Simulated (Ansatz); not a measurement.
# V$_{2}$O$_{5}$: what the fields show

The calculation's input:

```
crystal:
  lattice:
    - [3.564, 0.0, 0.0]
    - [0.0, 11.512, 0.0]
    - [0.0, 0.0, 4.368]
  atoms:
    - { symbol: V, position: [0.0, 0.85118, 0.1083] }
    - { symbol: V, position: [0.0, 0.14882, 0.1083] }
    - { symbol: V, position: [0.5, 0.35118, 0.8917] }
    - { symbol: V, position: [0.5, 0.64882, 0.8917] }
    - { symbol: O, position: [0.0, 0.8543, 0.469] }
    - { symbol: O, position: [0.0, 0.1457, 0.469] }
    - { symbol: O, position: [0.5, 0.3543, 0.531] }
    - { symbol: O, position: [0.5, 0.6457, 0.531] }
    - { symbol: O, position: [0.0, 0.6811, 0.997] }
    - { symbol: O, position: [0.0, 0.3189, 0.997] }
    - { symbol: O, position: [0.5, 0.1811, 0.003] }
    - { symbol: O, position: [0.5, 0.8189, 0.003] }
    - { symbol: O, position: [0.0, 0.0, 0.999] }
    - { symbol: O, position: [0.5, 0.5, 0.001] }
basis:
  ecutwfc: 500
kpoints:
  mp_grid: { grid: [8, 4, 6] }
hamiltonian:
  xc: r2scan
scf:
  occupations: { method: gaussian, width: 0.02 }
output:
  forces: true
  stress: true
  eigenvalues: true
  write_density: true
  write_potential: true
  elf: true
  volumetric_format: npy
relax:
  adjacent_minimum: "off"
  f_tol: 0.005
  max_steps: 80
  cell: { stress_tol: 0.05 }
```

Launched as:

```sh
ansatz run input.yaml --threads 8 --pin off --max-ram 22528MiB --backend cpu --events-out ev --progress --plain --runs-dir out
```

Below, planes, directions and counts refer to the conventional cell (a = 3.54 Å, b = 11.52 Å, c = 4.37 Å, α = 90.00°, β = 90.00°, γ = 90.00°).

The fields are those of the relaxed geometry.

Space group Pmmn; computed without spin polarisation.

These are results of DFT r2SCAN, scalar-relativistic, plane waves, PAW (Ansatz 0.2.0), not measurements.

In a PAW calculation such maps are meaningful between the atoms, not at the nuclei.

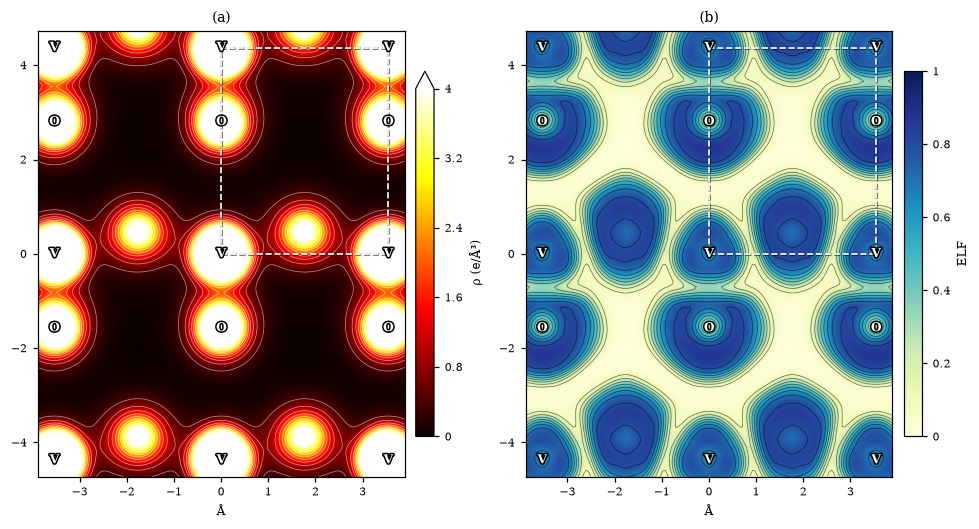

Figure 1. (a) valence electron density; (b) electron localisation function on the (010) plane of the conventional cell.

### Interpret the plot.

- The plane passes through V and O nuclei.
- Atoms just off the plane (O, 0.4 Å away) can leave unmarked features too.
- V–O (1.57 Å): ρ at the midpoint is about 2.1 e/Å³; the ELF peaks at about 0.75 in the valence shell of O, 0.5 Å from its nucleus, and is about 0.35 at the midpoint.
- Between the atoms the lowest density in this plane is 0.01 e/Å³.
- The features right at V lie inside the PAW spheres, where the map follows smoothed inner orbitals and isn't to be read closely.

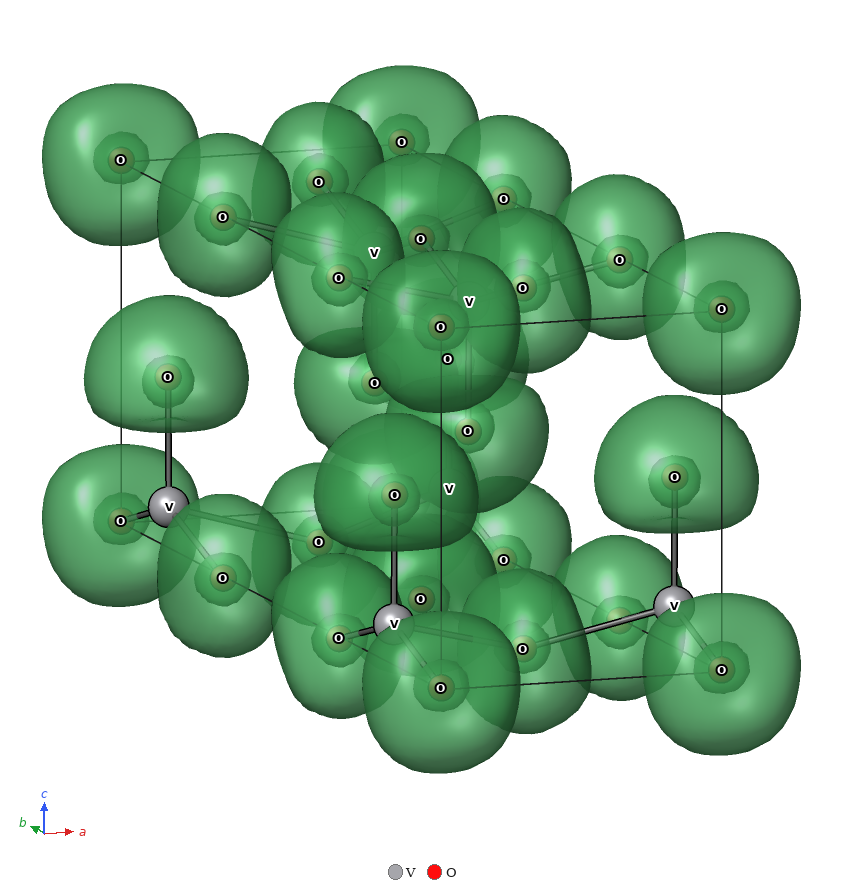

Figure 2. Isosurface of the electron localisation function at 0.65 (green), seen slightly off an axis. Core shells and regions of very low density are left out. Sticks mark near contacts.

### What do the ELF domains correspond to?

The ELF exceeds this value in ten regions wrapped around O (the valence shell of each), counted in one cell of 14 atoms. Any copies at cell faces, edges or corners count once.


 V–O (1.77 Å): the ELF peaks at about 0.80 in the valence shell of O, 0.6 Å from its nucleus, and is about 0.25 at the midpoint; no shared electron pair shows on this line.

### Metal or insulator at this level of theory?

It is gapped, with a Kohn–Sham gap of 2.2 eV on the k-point mesh (the band edges may lie off the mesh, which would make the gap smaller).
